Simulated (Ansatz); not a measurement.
Geometry relaxation, with input and output: HfN (part 2 of 2)

HfN (2 atoms in the cell); DFT r2SCAN, scalar-relativistic, plane waves, PAW, no spin polarisation (Ansatz 0.2.0); cutoff 500 eV, 14×14×14 k-mesh, Gaussian smearing of 0.1 eV. The structure derives from a Materials Project entry.

Geometry of the input (Å; fractional positions):
```
0.0000  2.4548  2.4548
2.4548  0.0000  2.4548
2.4548  2.4548  0.0000
Hf 0.0000  0.0000  0.0000
N  0.7500  0.7500  0.7500
```

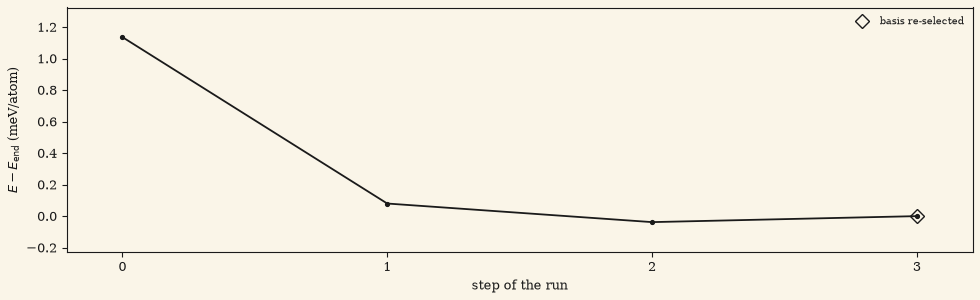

**Figure 1.** Progress of the relaxation, step by step (the first geometry is step 0 here and step 1 in the log). The energy falls by 1.2 meV per atom in 2 geometry steps. All forces vanish by symmetry, so only the cell relaxes. Pressure: −2.21 GPa at the start and −0.01 GPa at the end. The atoms keep their places relative to the cell (all moves are under 0.005 Å). A last SCF at the same geometry on a re-selected plane-wave basis shifts the energy by +0.0 meV per atom.

```
basis re-selected at this cell: Δ(F+E_penalty+E_count) = +7.571e-5 eV, ΔP = +0.000 GPa vs the last step (what re-selecting the basis moved, of the pressure what is left beyond the Pulay correction that the steps carried, after the strain that the cell walked since its last selection, with what the two solves' SCF thresholds leave and, on support functions, any second-order correction that the steps lacked; it is no measure of the basis error at this ecutwfc). This SCF's stress stands 1.35e-2 GPa from its target on what of the cell is left free (relax.cell.stress_tol is 5.00e-2 GPa) and its largest allowed force component is 3.70e-16 eV/Å (relax.f_tol is 5.00e-3 eV/Å): within both
SCF converged after 7 iterations
Free energy (F): -16121.148480 eV
Harris-Foulkes:  -16121.148480 eV  (|F-HF|=7.28e-12)
Internal energy: -16121.145418 eV  (E = F + TS)
E sigma→0 (E₀):  -16121.146949 eV
Entropy (-TS):   -0.003062 eV (-1.531 meV/atom)
Fermi energy:    18.125596 eV
--- Per-component energies (eV) ---
  E_band       = -7.006114
  E_kinetic    = 555.099320
  E_local      = -5621.917885  (includes V_loc(G=0)·N_el)
  E_nonlocal   = -1202.710597
  E_hartree    = 2610.139900
  E_xc         = -343.414719
  E_vxc        = -378.415340  (∫ρ·V_xc dr)
  E_paw        = -7081.172362  (= ΣΔE_a)
  E_vpaw       = 1401.339614  (= ΣTr[D̂ρ^β])
  E_aug_tail   = 0.000015  (compensation charges beyond the density's cutoff)
  E_vtau       = 19.318980  (kinetic-family band-sum trace: ∫τ·v_τ [+ j·A + Jᵃ·Aᵃ] dr)
  E_ewald      = -5037.461046
  E_core_change = 0.291957  (= ΣΔE_core)
  E_smearing   = -0.003062  (= −TS)
  E_closure    = -0.000000  (closes the sum)
  Σ components = -16121.148480   (vs F -16121.148480, Δ=0.00e0)
--- Forces (eV/Å), atoms counted from 1 ---
  atom   1  Hf     0.00000000     0.00000000     0.00000000
  atom   2  N     -0.00000000    -0.00000000    -0.00000000
  max |Σ_I F_I| component: 5.55e-17 eV/Å
--- Stress (GPa, compression-positive) ---
       -0.013540      -0.000000      -0.000000
       -0.000000      -0.013540       0.000000
       -0.000000       0.000000      -0.013540
  P = ⅓ Tr σ = -0.0135 GPa (-0.135 kbar)
--- Band table (eV; the first three rows and the last of 104) ---
  k-point 0: bands = ["-46.2704", "-14.1719", "-14.1719", "-14.1719", "0.6516", "5.3187", "5.3187", "5.3187", "5.3900", "5.3900", "5.3900", "5.4549", "12.2241", "12.2241", "12.2241", "17.4657", "20.5584", "20.5584", "25.0471", "25.0471"]
  k-point 1: bands = ["-46.2692", "-14.1990", "-14.1753", "-14.1753", "0.7130", "5.3189", "5.3200", "5.3200", "5.3877", "5.3877", "5.3900", "5.4573", "12.1063", "12.2642", "12.2642", "17.7543", "20.4650", "20.4650", "24.8962", "25.1785"]
  k-point 2: bands = ["-46.2659", "-14.2742", "-14.1849", "-14.1849", "0.8820", "5.3199", "5.3235", "5.3235", "5.3817", "5.3817", "5.3902", "5.4627", "11.8585", "12.3732", "12.3732", "18.4797", "20.2729", "20.2729", "24.5370", "25.4305"]
  k-point 103: bands = ["-46.2386", "-14.6019", "-14.4380", "-14.3478", "2.1661", "5.3146", "5.3377", "5.3546", "5.3577", "5.3593", "5.3687", "5.4304", "11.9342", "12.8804", "14.1817", "16.6680", "19.7042", "22.0282", "23.3765", "24.9474"]
--- Relaxed structure (3 steps of the walk, 3 accepted, 1 SCFs on fresh bases) ---
  F+E_penalty+E_count = -16121.14848005 eV   max|allowed force component| = 3.701e-16 eV/Å   (the final SCF, on the basis selected at the relaxed cell)
  cell:  # Å, volume = 29.2616 Å³
    - [4.127251346645427e-33, 2.4458088209036033, 2.4458088209036033]
    - [2.4458088209036033, 4.891557151579766e-33, 2.4458088209036033]
    - [2.4458088209036033, 2.4458088209036033, 3.490329842533479e-33]
  atoms:
    - { symbol: Hf, position: [-1.4219963908592416e-34, -3.906403878337456e-34, -6.423500938019333e-34] }
    - { symbol: N, position: [0.7500000000000001, 0.7500000000000001, 0.7500000000000001] }
```

**Trajectory as extended XYZ (Å, eV, eV/Å), 4 frames, from step=1 to step=4**
```
2
Lattice="0.0000 2.4548 2.4548 2.4548 0.0000 2.4548 2.4548 2.4548 0.0000" Properties=species:S:1:pos:R:3:forces:R:3 step=1 energy=-16121.14621 pressure_GPa=-2.21
Hf    0.0000    0.0000    0.0000    0.0000   0.0000   0.0000
N     3.6822    3.6822    3.6822    0.0000   0.0000   0.0000
2
Lattice="0.0000 2.4427 2.4427 2.4427 0.0000 2.4427 2.4427 2.4427 0.0000" Properties=species:S:1:pos:R:3:forces:R:3 step=2 energy=-16121.14832 pressure_GPa=0.77
Hf    0.0000    0.0000    0.0000    0.0000   0.0000   0.0000
N     3.6641    3.6641    3.6641    0.0000   0.0000   0.0000
2
Lattice="0.0000 2.4458 2.4458 2.4458 0.0000 2.4458 2.4458 2.4458 0.0000" Properties=species:S:1:pos:R:3:forces:R:3 step=3 energy=-16121.14856 pressure_GPa=-0.01
Hf    0.0000    0.0000    0.0000    0.0000   0.0000   0.0000
N     3.6687    3.6687    3.6687    0.0000   0.0000   0.0000
2
Lattice="0.0000 2.4458 2.4458 2.4458 0.0000 2.4458 2.4458 2.4458 0.0000" Properties=species:S:1:pos:R:3:forces:R:3 step=4 energy=-16121.14848 pressure_GPa=-0.01
Hf    0.0000    0.0000    0.0000    0.0000   0.0000   0.0000
N     3.6687    3.6687    3.6687    0.0000   0.0000   0.0000
```

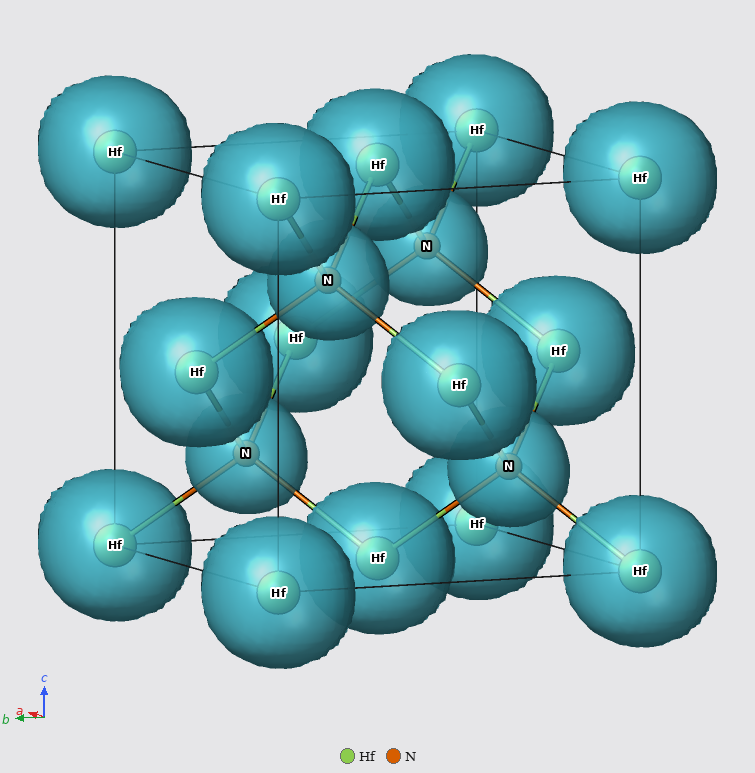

**Figure 2.** Isosurface of the valence electron density at 1 e/Å³ (cyan), seen at an oblique angle. Sticks mark near contacts. The outline is the cell set on symmetry axes. At this value the density breaks into separate islands; it holds about 80 % of the electrons treated as valence (semicore included). It is pinched off along the Hf–N (2.12 Å) contacts. On the grid the lowest density along these lines, outside the cores, is 0.71 e/Å³ (Hf–N, 2.12 Å). Core electrons are frozen (PAW), so the fields are smoothed inside the atomic spheres.

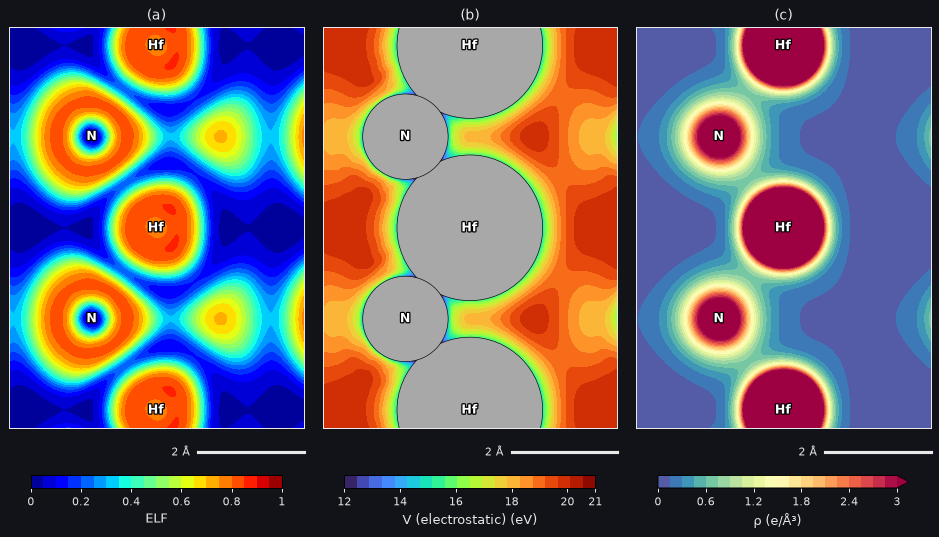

**Figure 3.** (a) electron localisation function; (b) electrostatic potential energy of an electron; (c) valence charge density (pseudo) on the (110) plane of the conventional cell. Grey discs, where drawn, cover atomic cores. Atoms in the plane: Hf and N. Hf–N (2.12 Å): the density is about 0.75 e/Å³ at the midpoint; the ELF peaks at about 0.80 in the valence shell of N, 0.6 Å from its nucleus, and drops to about 0.20 between the two atoms; no shared pair; the contact is polar. Away from the nuclei the density in this plane falls to 0.04 e/Å³ at its lowest.  The strong features right at Hf lie inside the PAW spheres (semicore, d or f shells) and say nothing about bonding. Outside the cores the potential energy rises away from the atoms and is highest about 2.1 Å from the nearest atoms; outside the discs it spans about 8 eV, and its zero is arbitrary.

**Results in brief**

| quantity | value |
| --- | --- |
| outcome | converged |
| space group (tolerance 0.01 Å) | F-43m (216) |
| electrons treated | 31 |
| free energy | −16121.1485 eV |
| Fermi energy | 18.126 eV |
| gap on the k-point mesh | none (metallic) |
| pressure | −0.01 GPa |
| final volume | 29.26 Å³ |
| largest force (length of the vector) at the end | under 0.001 eV/Å |
| final cell | a = 3.459 Å, b = 3.459 Å, c = 3.459 Å, α = 60.00°, β = 60.00°, γ = 60.00° |
| wall time | 48 s (CPU time 95 s) |
| peak memory | 0.53 GiB |

**Remarks**

Spin–orbit coupling is left out, which matters for Hf. The cell holds an odd number of electrons but the run has no spin polarisation, so a band is left half filled.
